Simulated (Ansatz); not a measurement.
Input file:

```
crystal:
  lattice:
    - [-4.5023336723, 4.5023336723, 2.6381865744]
    - [4.5023336723, -4.5023336723, 2.6381865744]
    - [4.5023336723, 4.5023336723, -2.6381865744]
  atoms:
    - { symbol: Si, position: [0.6769940244, 0.6769940244, 0.3539880488] }
    - { symbol: Si, position: [0.3230059756, 0.3230059756, 0.6460119512] }
    - { symbol: Si, position: [0.3230059756, 0.6769940244, 0.0] }
    - { symbol: Si, position: [0.6769940244, 0.3230059756, 0.0] }
    - { symbol: O, position: [0.5, 0.5, 0.5] }
    - { symbol: O, position: [0.0, 0.0, 0.5] }
    - { symbol: O, position: [0.5, 0.7096137238, 0.2096137238] }
    - { symbol: O, position: [0.7096137238, 0.5, 0.2096137238] }
    - { symbol: O, position: [0.2903862762, 0.5, 0.7903862762] }
    - { symbol: O, position: [0.5, 0.2903862762, 0.7903862762] }
    - { symbol: O, position: [0.0, 0.5, 0.0] }
    - { symbol: O, position: [0.5, 0.0, 0.0] }
basis:
  ecutwfc: 420
kpoints:
  mp_grid: { grid: [6, 6, 6] }
hamiltonian:
  xc: pbe
scf:
  occupations: { method: gaussian, width: 0.02 }
output:
  forces: true
  stress: true
  eigenvalues: true
  write_density: true
  write_potential: true
  elf: true
  volumetric_format: npy
relax:
  adjacent_minimum: "off"
  f_tol: 0.01
  max_steps: 80
  cell: { stress_tol: 0.05 }
```

Launched as:

```sh
ansatz run input.yaml --threads 1 --pin off --max-ram 2560MiB --backend cpu --events-out ev --progress --plain --runs-dir out
```

Below, planes, directions and counts refer to the conventional cell (a = 9.01 Å, b = 9.01 Å, c = 5.27 Å, α = 90.00°, β = 90.00°, γ = 90.00°).

The fields are those of the relaxed geometry.

Space group I4/mmm; a structure generated by program, which may or may not match a known phase.

These are results of Ansatz, DFT PBE, scalar-relativistic, plane waves, PAW, not measurements.

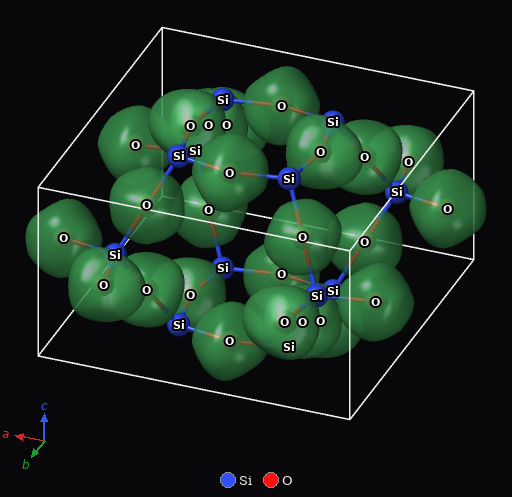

SiO2. Isosurface of the ELF at 0.6 (green), seen at an oblique angle. Core shells and regions of very low density are left out. Sticks mark near contacts.

Core electrons are frozen (PAW), and the valence fields are smoothed inside the atomic spheres.

### Where are the electrons localised?

At this value the surface marks out 16 regions on O in which the atom's valence shell and bonds are merged, counted in one cell of 24 atoms. Regions shared between cells count once.

Values along the shortest contacts:
Si–O (1.61 Å): the ELF peaks at about 0.85 between the atoms; a polar covalent bond.
